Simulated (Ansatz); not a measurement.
## Nb wire along [100], 13 atoms a period: bands along the axis

Aim: is the Nb wire along [100], 13 atoms a period a metal or a semiconductor?

Method: DFT PBE, plane waves, PAW; relaxation of a wire's period; PAW set soft_1, in the first sound run; inputs show where later runs differ, in Ansatz 0.2.0.

## (1) Set-up

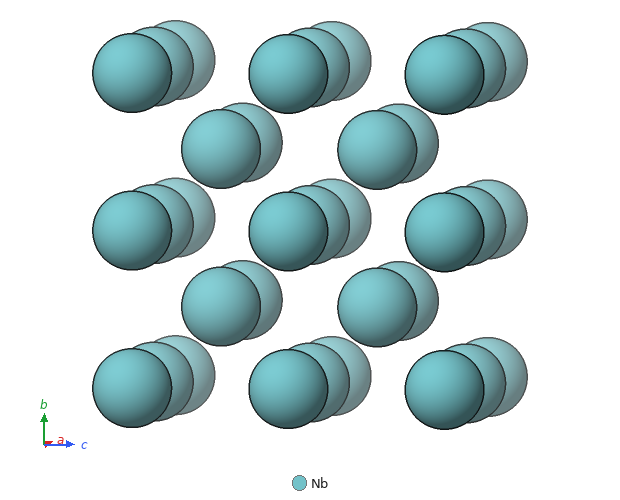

Start, viewed from the side, with the c axis across the page; niobium teal. 1×1×2 cells are drawn. Some periodic images of atoms are drawn too.

The cell holds 13 atoms: 13 Nb. Cell: a = 13.420 Å, b = 13.420 Å, c = 3.310 Å, α = 90.0°, β = 90.0°, γ = 90.0°. Vacuum lies along a and b. The structure's axis is c.

## (2) Relaxation of atoms and period

Band widths follow the bond lengths, so the wire is relaxed first. The atoms and the third cell vector are free; the box across stays fixed as vacuum. A Fermi-Dirac smearing is set since the result may be a metal. The pressure printed is a third of the stress's trace over the whole box, vacuum included; only the stress along the axis is relaxed.

input.yaml reads:

```yaml
crystal:
  lattice:
    - [13.42, 0.0, 0.0]
    - [0.0, 13.42, 0.0]
    - [0.0, 0.0, 3.31]
  atoms:
    - { symbol: Nb, position: [0.253353204, 0.253353204, 0.0] }
    - { symbol: Nb, position: [0.253353204, 0.5, 0.0] }
    - { symbol: Nb, position: [0.253353204, 0.746646796, 0.0] }
    - { symbol: Nb, position: [0.5, 0.253353204, 0.0] }
    - { symbol: Nb, position: [0.5, 0.5, 0.0] }
    - { symbol: Nb, position: [0.5, 0.746646796, 0.0] }
    - { symbol: Nb, position: [0.746646796, 0.253353204, 0.0] }
    - { symbol: Nb, position: [0.746646796, 0.5, 0.0] }
    - { symbol: Nb, position: [0.746646796, 0.746646796, 0.0] }
    - { symbol: Nb, position: [0.376676602, 0.376676602, 0.5] }
    - { symbol: Nb, position: [0.376676602, 0.623323398, 0.5] }
    - { symbol: Nb, position: [0.623323398, 0.376676602, 0.5] }
    - { symbol: Nb, position: [0.623323398, 0.623323398, 0.5] }
kpoints:
  mp_grid: { grid: [1, 1, 25] }
scf:
  occupations: { method: fermi_dirac, width: 0.05 }
hamiltonian:
  xc: pbe
  pseudopotentials: { kind: paw, azcp: { folder: soft_1 } }
relax:
  cell: { fix: [a, b, alpha, beta, gamma] }
  max_steps: 45
  f_tol: 0.03
```

The run is started by

```sh
ansatz run input.yaml --threads 4 --pin off --max-ram 16384MiB --backend cpu --events-out ev --progress --plain --runs-dir out
```

Numbers of over 12 decimals in the logs are rounded to 6 here.

What it wrote:

```text
Engine: ansatz 0.2.0, aarch64-unknown-linux-gnu
Pseudopotentials: kind: paw
Pseudopotential: Nb, paw, valence charge 13, recommended cutoff 420 eV (normal), soft_1/Nb.paw.azcp
Functional definition: PBE
  parameter kappa = 0.804
  parameter beta = 0.066725
  exchange = pbe_x(kappa = kappa, mu = beta*pi^2/3)
  correlation = pbe_c(beta = beta)
Crystal: 13 atoms, lattice volume = 596.119 Å³
Basis set: ecut = 420 eV, 11687 PW (Γ), exchange–correlation on 180×180×48 points (8 copies of the dense FFT grid, shifted against one another)
Bands: 102, of which v1, the nominal top of the filled ones, is band 85 counted from 1 (84 counted from 0)
Symmetry: 16 space group operations
Space group: P4/mmm (ITA 123), of the structure as read, at distance tolerance 8.4e-5 Å
k-points: 13 of 25
Non-local potential: Nb, projectors of the file, l = 0: 3, l = 1: 2, l = 2: 2, l = 3: 1
PAW form: soft (Blöchl's): semilocal exchange-correlation on the pseudo side does not see the compensation charge
PAW one-centre angular grid: Nb, 590 points (default); XC on 64 Gauss nodes
Initial density: superposition of atomic densities (neutral atoms: chi_scale 0, normalization atom)
Initial wavefunctions: pseudopotential atomic-orbital guess
Functional: x = pbe(κ = 0.804, μ = 0.219515), c = pbe(β = 0.066725)
SCF iter   1: F=—  HF=-59181.619577 eV  |F-HF|=—  |Δ(HF+E_count)|=         —  Δρ=7.31e-2  dr2=2.79e2  ethr=3.10e-3  ⟨swp⟩=8.9  Hψ=5658  notcnv=0
preconditioner: auto → LDOS  [metal: Δε(μ)=0.023 eV  Ē_g=3.516 eV  σ=0.050 eV  W_gap=0.11  n_scr=110 (ndim 8)  ℏωp=12.3 eV  f_vac=0.384  D(μ)=24.80/eV (n_scr^D=222)  β→1.0]
SCF iter   2: F=—  HF=-59161.713394 eV  |F-HF|=—  |Δ(HF+E_count)|=    1.99e1  Δρ=4.72e-2  dr2=6.60e1  ethr=3.10e-3  ⟨swp⟩=6.5  Hψ=4215  notcnv=0  defer=2
SCF iter   3: F=—  HF=-59160.256731 eV  |F-HF|=—  |Δ(HF+E_count)|=    1.46e0  Δρ=1.77e-2  dr2=1.47e1  ethr=3.10e-3  ⟨swp⟩=4.5  Hψ=3128  notcnv=0  defer=9
SCF iter   4: F=—  HF=-59159.533572 eV  |F-HF|=—  |Δ(HF+E_count)|=   7.23e-1  Δρ=4.23e-3  dr2=3.68e-1  ethr=3.10e-3  ⟨swp⟩=3.2  Hψ=1798  notcnv=0  defer=4
SCF iter   5: F=—  HF=-59159.519721 eV  |F-HF|=—  |Δ(HF+E_count)|=   1.39e-2  Δρ=2.03e-3  dr2=1.71e-1  ethr=2.18e-4  ⟨swp⟩=4.7  Hψ=2603  notcnv=0  defer=3
SCF iter   6: F=—  HF=-59159.516729 eV  |F-HF|=—  |Δ(HF+E_count)|=   2.99e-3  Δρ=1.39e-3  dr2=3.08e-2  ethr=1.01e-4  ⟨swp⟩=1.8  Hψ=1392  notcnv=0  defer=4
SCF iter   7: F=—  HF=-59159.517175 eV  |F-HF|=—  |Δ(HF+E_count)|=   4.47e-4  Δρ=3.25e-4  dr2=4.05e-3  ethr=1.82e-5  ⟨swp⟩=2.5  Hψ=1682  notcnv=0  defer=1
SCF iter   8: F=—  HF=-59159.517388 eV  |F-HF|=—  |Δ(HF+E_count)|=   2.12e-4  Δρ=1.73e-4  dr2=3.18e-4  ethr=2.39e-6  ⟨swp⟩=2.2  Hψ=1733  notcnv=0  defer=1
SCF iter   9: F=—  HF=-59159.517458 eV  |F-HF|=—  |Δ(HF+E_count)|=   7.01e-5  Δρ=6.47e-5  dr2=8.39e-5  ethr=1.88e-7  ⟨swp⟩=2.2  Hψ=1593  notcnv=0  defer=1
SCF iter  10: F=—  HF=-59159.517768 eV  |F-HF|=—  |Δ(HF+E_count)|=   3.10e-4  Δρ=1.85e-5  dr2=7.47e-6  ethr=4.96e-8  ⟨swp⟩=2.0  Hψ=1628  notcnv=0  defer=1
SCF iter  11: F=—  HF=-59159.517768 eV  |F-HF|=—  |Δ(HF+E_count)|=   3.13e-7  Δρ=4.55e-6  dr2=2.12e-7  ethr=4.42e-9  ⟨swp⟩=2.2  Hψ=1807  notcnv=0  defer=1
SCF iter  12: F=-59159.517768 eV  HF=-59159.517768 eV  |F-HF|=3.47e-8  |Δ(HF+E_count)|=   9.70e-8  Δρ=1.89e-6  dr2=5.95e-8  ethr=5.92e-11  ⟨swp⟩=5.9  Hψ=5062  notcnv=0
SCF 1 converged in 12 iterations: F = -59159.517768 eV  dr2 = 5.95e-8
  greatest PAW one-centre occupation: 0.998 electrons in one spin orbital (limit 2), on the Nb atom at site 12 (counted from 0), in its partial waves of l = 0
relax step   1: F+E_penalty+E_count = -59159.51776824 eV  Δ(F+E_penalty+E_count) = +0.000e0 eV  max|allowed force component| = 1.914e0 eV/Å  Δτ_max = 0.0000 Å  P = -6.492 GPa  Ω = 596.119 Å³  fix = [a, b, alpha, beta, gamma]  reactions: a -6.114, b -6.114 GPa  (12 SCF iters, dr2 threshold 1.00e-7 eV, accepted)
Crystal: 13 atoms, lattice volume = 577.840 Å³
Basis set: ecut = 420 eV, 11343 PW (Γ), exchange–correlation on 180×180×48 points (8 copies of the dense FFT grid, shifted against one another)
Initial density: handed on by an earlier stage of this run
Initial wavefunctions: those handed on with the density
SCF iter   1: F=—  HF=-59162.398777 eV  |F-HF|=—  |Δ(HF+E_count)|=         —  Δρ=1.89e-2  dr2=5.75e0  ethr=3.10e-3  ⟨swp⟩=9.2  Hψ=5870  notcnv=0
preconditioner: auto → LDOS  [metal: Δε(μ)=0.018 eV  Ē_g=2.690 eV  σ=0.050 eV  W_gap=0.09  n_scr=110 (ndim 8)  ℏωp=12.5 eV  f_vac=0.416  D(μ)=21.34/eV (n_scr^D=170)  β→1.0]
SCF iter   2: F=—  HF=-59162.038480 eV  |F-HF|=—  |Δ(HF+E_count)|=   3.60e-1  Δρ=1.27e-2  dr2=3.16e0  ethr=3.10e-3  ⟨swp⟩=2.9  Hψ=2221  notcnv=0  defer=8
SCF iter   3: F=—  HF=-59161.834519 eV  |F-HF|=—  |Δ(HF+E_count)|=   2.04e-1  Δρ=2.36e-3  dr2=1.41e-1  ethr=1.87e-3  ⟨swp⟩=2.1  Hψ=1938  notcnv=0  defer=8
SCF iter   4: F=—  HF=-59161.829073 eV  |F-HF|=—  |Δ(HF+E_count)|=   5.45e-3  Δρ=6.79e-4  dr2=4.31e-3  ethr=8.36e-5  ⟨swp⟩=2.1  Hψ=1898  notcnv=0  defer=8
SCF iter   5: F=—  HF=-59161.829137 eV  |F-HF|=—  |Δ(HF+E_count)|=   6.44e-5  Δρ=2.23e-4  dr2=9.87e-4  ethr=2.55e-6  ⟨swp⟩=2.0  Hψ=2310  notcnv=0  defer=8
SCF iter   6: F=—  HF=-59161.829370 eV  |F-HF|=—  |Δ(HF+E_count)|=   2.33e-4  Δρ=7.34e-5  dr2=6.49e-5  ethr=5.84e-7  ⟨swp⟩=2.0  Hψ=1777  notcnv=0  defer=8
SCF iter   7: F=—  HF=-59161.829407 eV  |F-HF|=—  |Δ(HF+E_count)|=   3.71e-5  Δρ=3.22e-5  dr2=1.21e-5  ethr=3.84e-8  ⟨swp⟩=2.7  Hψ=2438  notcnv=0  defer=8
SCF iter   8: F=-59161.829409 eV  HF=-59161.829409 eV  |F-HF|=2.53e-7  |Δ(HF+E_count)|=   1.36e-6  Δρ=9.25e-6  dr2=1.04e-6  ethr=7.69e-10  ⟨swp⟩=3.4  Hψ=5661  notcnv=0
SCF 2 converged in 8 iterations: F = -59161.829409 eV  dr2 = 1.04e-6
relax step   2: F+E_penalty+E_count = -59161.82940853 eV  Δ(F+E_penalty+E_count) = -2.312e0 eV  max|allowed force component| = 6.601e-1 eV/Å  Δτ_max = 0.1948 Å  P = -2.082 GPa  Ω = 577.840 Å³  energy of the carried Pulay correction = +9.374e-4 eV  fix = [a, b, alpha, beta, gamma]  reactions: a -2.491, b -2.491 GPa  (8 SCF iters, dr2 threshold 1.30e-6 eV, accepted)
Crystal: 13 atoms, lattice volume = 575.223 Å³
Basis set: ecut = 420 eV, 11271 PW (Γ), exchange–correlation on 180×180×48 points (8 copies of the dense FFT grid, shifted against one another)
SCF iter   1: F=—  HF=-59162.980432 eV  |F-HF|=—  |Δ(HF+E_count)|=         —  Δρ=2.02e-2  dr2=1.03e1  ethr=3.10e-3  ⟨swp⟩=10.8  Hψ=5256  notcnv=0  defer=1
preconditioner: auto → LDOS  [metal: Δε(μ)=0.012 eV  Ē_g=2.832 eV  σ=0.050 eV  W_gap=0.06  n_scr=94 (ndim 8)  ℏωp=12.5 eV  f_vac=0.437  D(μ)=22.53/eV (n_scr^D=190)  β→1.0]
[...]
SCF iter   5: F=—  HF=-59162.431168 eV  |F-HF|=—  |Δ(HF+E_count)|=   1.59e-3  Δρ=3.17e-4  dr2=2.82e-3  ethr=2.38e-5  ⟨swp⟩=1.9  Hψ=1488  notcnv=0  defer=8
SCF iter   6: F=—  HF=-59162.431225 eV  |F-HF|=—  |Δ(HF+E_count)|=   5.69e-5  Δρ=9.81e-5  dr2=1.49e-4  ethr=1.67e-6  ⟨swp⟩=2.0  Hψ=1732  notcnv=0  defer=8
SCF iter   7: F=—  HF=-59162.431493 eV  |F-HF|=—  |Δ(HF+E_count)|=   2.69e-4  Δρ=2.89e-5  dr2=7.31e-6  ethr=8.82e-8  ⟨swp⟩=2.1  Hψ=1803  notcnv=0  defer=8
SCF iter   8: F=-59162.431496 eV  HF=-59162.431496 eV  |F-HF|=4.09e-7  |Δ(HF+E_count)|=   2.53e-6  Δρ=9.68e-6  dr2=1.23e-6  ethr=7.69e-10  ⟨swp⟩=5.5  Hψ=5080  notcnv=0
SCF 3 converged in 8 iterations: F = -59162.431496 eV  dr2 = 1.23e-6
relax step   3: F+E_penalty+E_count = -59162.43149557 eV  Δ(F+E_penalty+E_count) = -6.021e-1 eV  max|allowed force component| = 3.852e-1 eV/Å  Δτ_max = 0.1995 Å  P = +0.563 GPa  Ω = 575.223 Å³  energy of the carried Pulay correction = +1.074e-3 eV  fix = [a, b, alpha, beta, gamma]  reactions: a +0.311, b +0.311 GPa  (8 SCF iters, dr2 threshold 1.30e-6 eV, accepted)
[...]
relax step   4: F+E_penalty+E_count = -59162.54831229 eV  Δ(F+E_penalty+E_count) = -1.168e-1 eV  max|allowed force component| = 9.114e-2 eV/Å  Δτ_max = 0.0896 Å  P = +0.299 GPa  Ω = 581.903 Å³  energy of the carried Pulay correction = +7.265e-4 eV  fix = [a, b, alpha, beta, gamma]  reactions: a +0.179, b +0.179 GPa  (9 SCF iters, dr2 threshold 1.30e-6 eV, accepted)
[...]
relax step   5: F+E_penalty+E_count = -59162.55627074 eV  Δ(F+E_penalty+E_count) = -7.958e-3 eV  max|allowed force component| = 1.100e-1 eV/Å  Δτ_max = 0.0228 Å  P = +0.023 GPa  Ω = 586.381 Å³  energy of the carried Pulay correction = +4.958e-4 eV  fix = [a, b, alpha, beta, gamma]  reactions: a +0.036, b +0.036 GPa  (7 SCF iters, dr2 threshold 7.24e-7 eV, accepted)
[...]
relax step   6: F+E_penalty+E_count = -59162.55856244 eV  Δ(F+E_penalty+E_count) = -2.292e-3 eV  max|allowed force component| = 1.648e-2 eV/Å  Δτ_max = 0.0060 Å  P = +0.015 GPa  Ω = 586.495 Å³  energy of the carried Pulay correction = +4.899e-4 eV  fix = [a, b, alpha, beta, gamma]  reactions: a +0.016, b +0.016 GPa  (7 SCF iters, dr2 threshold 7.57e-7 eV, accepted)
Initial wavefunctions: pseudopotential atomic-orbital guess (no wavefunctions were taken with the density)
iter 1 solved again at ethr=1.39e-6 eV; its pass at ethr=3.10e-3 eV (dr2=2.36e-3 eV) is discarded
SCF iter   1: F=—  HF=-59162.558016 eV  |F-HF|=—  |Δ(HF+E_count)|=         —  Δρ=1.77e-5  dr2=4.13e-7  ethr=1.39e-6  ⟨swp⟩=3.8  Hψ=9135  notcnv=0
eigensolver tolerance schedule: the retry pair's looser diagonalisation over-reported the residual by 5700.40 of it (diagonalisation noise at an unbounded share of the residual, at the tolerance the schedule requests for it); recorded, not acted on — ethr = c·dr2/N_el stays at c = 1.0e-1
preconditioner: auto → LDOS  [metal: Δε(μ)=0.008 eV  Ē_g=2.748 eV  σ=0.050 eV  W_gap=0.04  n_scr=110 (ndim 8)  ℏωp=12.4 eV  f_vac=0.446  D(μ)=24.39/eV (n_scr^D=222)  β→1.0]
SCF iter   2: F=—  HF=-59162.558033 eV  |F-HF|=—  |Δ(HF+E_count)|=   1.68e-5  Δρ=3.66e-6  dr2=1.87e-7  ethr=2.45e-10  ⟨swp⟩=4.2  Hψ=3429  notcnv=0
SCF iter   3: F=—  HF=-59162.558033 eV  |F-HF|=—  |Δ(HF+E_count)|=   2.34e-8  Δρ=1.43e-6  dr2=2.30e-8  ethr=1.11e-10  ⟨swp⟩=2.1  Hψ=2265  notcnv=0
SCF iter   4: F=—  HF=-59162.558033 eV  |F-HF|=—  |Δ(HF+E_count)|=  8.51e-10  Δρ=4.19e-7  dr2=3.49e-9  ethr=1.36e-11  ⟨swp⟩=2.2  Hψ=2207  notcnv=0
SCF iter   5: F=—  HF=-59162.558033 eV  |F-HF|=—  |Δ(HF+E_count)|=   1.02e-9  Δρ=2.52e-7  dr2=1.77e-9  ethr=2.06e-12  ⟨swp⟩=2.2  Hψ=1804  notcnv=0
SCF iter   6: F=—  HF=-59162.558033 eV  |F-HF|=—  |Δ(HF+E_count)|=  4.87e-10  Δρ=1.58e-7  dr2=5.29e-10  ethr=1.05e-12  ⟨swp⟩=2.3  Hψ=1780  notcnv=0
SCF iter   7: F=-59162.558033 eV  HF=-59162.558033 eV  |F-HF|=7.28e-12  |Δ(HF+E_count)|=  1.46e-11  Δρ=5.43e-8  dr2=3.30e-11  ethr=1.00e-12  ⟨swp⟩=3.9  Hψ=4569  notcnv=0
SCF 7 converged in 7 iterations: F = -59162.558033 eV  dr2 = 3.30e-11
relax step   7: F+E_penalty+E_count = -59162.55803292 eV  Δ(F+E_penalty+E_count) = +5.295e-4 eV  max|allowed force component| = 1.641e-2 eV/Å  Δτ_max = 0.0000 Å  P = +0.016 GPa  Ω = 586.495 Å³  fix = [a, b, alpha, beta, gamma]  reactions: a +0.018, b +0.018 GPa  stress off target by 1.31e-2 GPa on what of the cell is left free  SCF on the basis re-selected at this cell (its energy is not comparable with the rows above)  (7 SCF iters)
basis re-selected at this cell: Δ(F+E_penalty+E_count) = +5.295e-4 eV, ΔP = +0.001 GPa vs the last step (what re-selecting the basis moved, of the pressure what is left beyond the Pulay correction that the steps carried, after the strain that the cell walked since its last selection, with what the two solves' SCF thresholds leave and, on support functions, any second-order correction that the steps lacked; it is no m [...]
SCF converged after 7 iterations
Free energy (F): -59162.558033 eV
Harris-Foulkes:  -59162.558033 eV  (|F-HF|=7.28e-12)
Internal energy: -59162.362144 eV  (E = F + TS)
E sigma→0 (E₀):  -59162.460088 eV
Entropy (-TS):   -0.195889 eV (-15.068 meV/atom)
Fermi energy:    5.335486 eV
--- Per-component energies (eV) ---
  E_band       = -3016.082753
  E_kinetic    = 4843.429906
  E_local      = -57584.178622  (includes V_loc(G=0)·N_el)
  E_nonlocal   = 1255.281482
  E_hartree    = 26297.996429
  E_xc         = -2138.966838
  E_vxc        = -2587.345491  (∫ρ·V_xc dr)
  E_paw        = -40074.791624  (= ΣΔE_a)
  E_vpaw       = -1539.262322  (= ΣTr[D̂ρ^β])
  E_aug_tail   = 0.000566  (compensation charges beyond the density's cutoff)
  E_ewald      = 8238.866557
  E_smearing   = -0.195889  (= −TS)
  E_closure    = -0.000000  (closes the sum)
  Σ components = -59162.558033   (vs F -59162.558033, Δ=0.00e0)
--- Forces (eV/Å), atoms counted from 1 ---
  atom   1  Nb     0.01212561     0.01212561     0.00000000
  atom   2  Nb    -0.00121162     0.00000000     0.00000000
  atom   3  Nb     0.01212561    -0.01212561     0.00000000
  atom   4  Nb     0.00000000    -0.00121162     0.00000000
  atom   5  Nb     0.00000000     0.00000000     0.00000000
  atom   6  Nb     0.00000000     0.00121162     0.00000000
  atom   7  Nb    -0.01212561     0.01212561     0.00000000
  atom   8  Nb     0.00121162     0.00000000     0.00000000
  atom   9  Nb    -0.01212561    -0.01212561     0.00000000
  atom  10  Nb    -0.01641203    -0.01641203     0.00000000
  atom  11  Nb    -0.01641203     0.01641203     0.00000000
  atom  12  Nb     0.01641203    -0.01641203     0.00000000
  atom  13  Nb     0.01641203     0.01641203     0.00000000
  max |Σ_I F_I| component: 3.47e-18 eV/Å
--- Stress (GPa, compression-positive) ---
        0.017735       0.000000       0.000000
        0.000000       0.017735       0.000000
        0.000000       0.000000       0.013083
  P = ⅓ Tr σ = 0.0162 GPa (0.162 kbar)
--- Relaxed structure (6 steps of the walk, 6 accepted, 1 SCFs on fresh bases) ---
  F+E_penalty+E_count = -59162.55803292 eV   max|allowed force component| = 1.641e-2 eV/Å   (the final SCF, on the basis selected at the relaxed cell)
  cell:  # Å, volume = 586.4954 Å³
    - [13.42, 0.0, 0.0]
    - [0.0, 13.42, 0.0]
    - [0.0, 0.0, 3.256564]
  atoms:
    - { symbol: Nb, position: [0.280089, 0.280089, 0.0] }
    - { symbol: Nb, position: [0.250817, 0.5, 0.0] }
    - { symbol: Nb, position: [0.280089, 0.719911, 0.0] }
    - { symbol: Nb, position: [0.5, 0.250817, 0.0] }
    - { symbol: Nb, position: [0.5, 0.5, 0.0] }
    - { symbol: Nb, position: [0.5, 0.749183, 0.0] }
    - { symbol: Nb, position: [0.719911, 0.280089, 0.0] }
    - { symbol: Nb, position: [0.749183, 0.5, 0.0] }
    - { symbol: Nb, position: [0.719911, 0.719911, 0.0] }
    - { symbol: Nb, position: [0.382471, 0.382471, 0.500000] }
    - { symbol: Nb, position: [0.382471, 0.617529, 0.500000] }
    - { symbol: Nb, position: [0.617529, 0.382471, 0.500000] }
    - { symbol: Nb, position: [0.617529, 0.617529, 0.500000] }
```

It took 1.8 min on 4 threads of Arm Neoverse V1, shared host; peak memory 1.8 GiB; 7.2 min of CPU time.

(Part 1 of 2 ends here.)

[Logs are printed without paths, hosts, clocks, repeated set-up lines and the standing remarks that a program may print on its own settings, such as how far it seeks lower states.]

[Hosts, paths, dates, database ids (printed as entryN), source tags and the programs' standing remarks are cut or masked in the printed files.]
